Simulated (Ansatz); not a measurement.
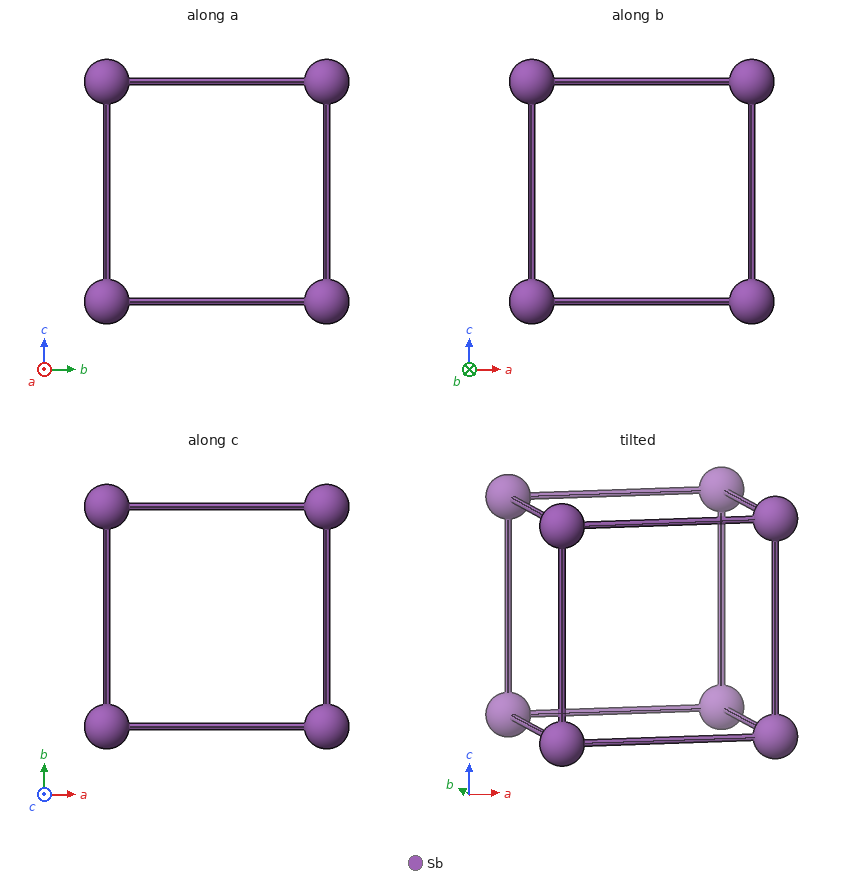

Ball-and-stick representation of a periodic structure, projected along the a axis, along the b axis, along the c axis and slightly off an axis. The outline marks the conventional unit cell.

Lattice parameters: a = 3.110 Å, b = 3.110 Å, c = 3.110 Å, α = 90.00°, β = 90.00°, γ = 90.00°.

Put the structure into a table of Wyckoff sites.

Space group Pm-3m (No. 221).
```tsv
atom	site	x	y	z
Sb	1a	0.0000	0.0000	0.0000
```

Origin of the cell: a structure type filled with this element by a generator (whether the element takes this form wasn't checked). Earlier steps of the study may have refined or changed the cell and positions. It was run through Ansatz as a DFT input.
